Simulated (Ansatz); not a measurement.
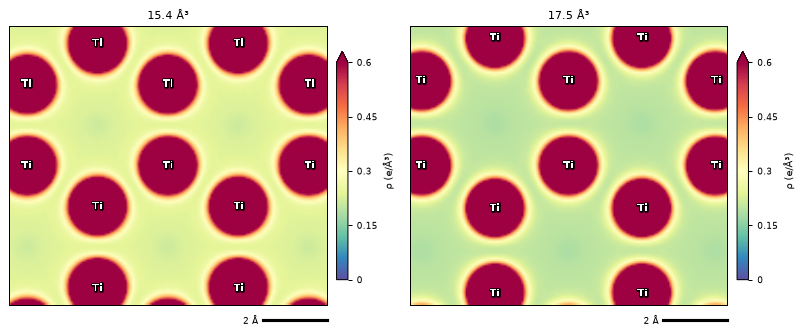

Ti. The valence electron density of cells scaled evenly to different volumes (given per atom above each panel), on the (001) plane of each (indices in the axes of the cell below), at one length scale and on one colour scale.

A generated structure, not necessarily the stable one; computed without spin polarisation.

Level of theory: DFT, revPBE, plane waves (420 eV) with PAW, scalar-relativistic in Ansatz.

The largest cell:

```xyz
3
Lattice="4.6157 0.0000 0.0000 -2.3078 3.9973 0.0000 0.0000 0.0000 2.8498" Properties=species:S:1:pos:R:3 pbc="T T T"
Ti    0.0000    0.0000    0.0000
Ti    0.0000    2.6649    1.4249
Ti    2.3079    1.3324    1.4249
```

| volume (Å³/atom) | Ti–Ti contact in the plane (Å) | ρ at its midpoint (e/Å³) | 
| --- | --- | --- |
| 15.42 | 2.554 | 0.242 | 
| 16.83 | 2.629 | ? | 
| 17.53 | 2.665 | 0.205 | 

> Estimate the missing row, and compare with the calculation.

Over the known rows ln ρ falls by 1.49 per Å of Ti–Ti distance (the line through the two), which gives 0.216 e/Å³ at 2.629 Å; the calculation gives 0.217 e/Å³.
